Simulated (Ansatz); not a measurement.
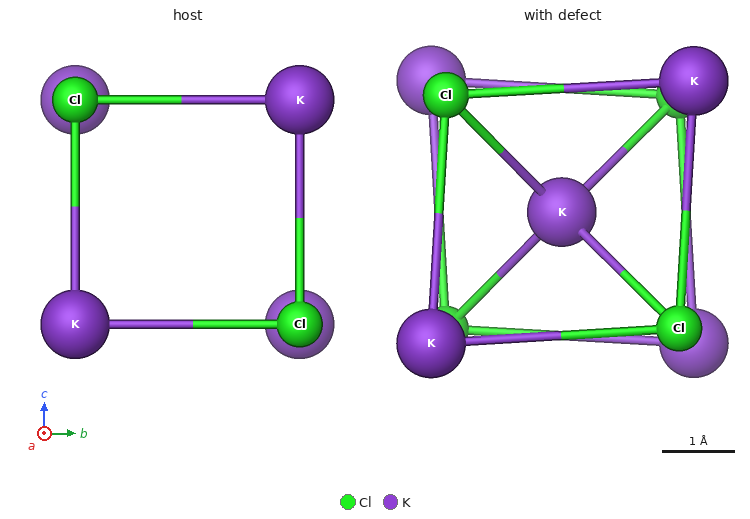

Left: perfect KCl. Right: the same region with one point defect, after relaxing the atoms in a supercell of 64 sites. A ball-and-stick model of the atoms within 4.6 Å of one point, in a slice 4.2 Å thick across the line of sight, seen along the a axis.

Method: Ansatz, DFT, PBEsol, PAW, plane waves. (plane-wave cutoff 420 eV; k-point mesh 1 × 1 × 1; mesh shifted by (0.25, 0.25, 0.25); collinear spin) Fermi-Dirac smearing of 0.01 eV. The axes drawn are those of the host's conventional cell.

Question: What kind of defect was made?

Answer: An extra potassium atom is put between the host's atoms (an interstitial).

The charge state of the cell is 0.

Question: What does the relaxation do around it?

Answer: The K atom starts with 4 K at 2.70 to 2.71 Å, 4 Cl at 2.70 to 2.71 Å around its place and ends with 4 Cl at 2.81 Å, 4 K at 3.16 to 3.17 Å. Of the host's atoms, a potassium atom moves furthest from its site, by 0.47 Å. The cell's net moment is 0.93 μB.
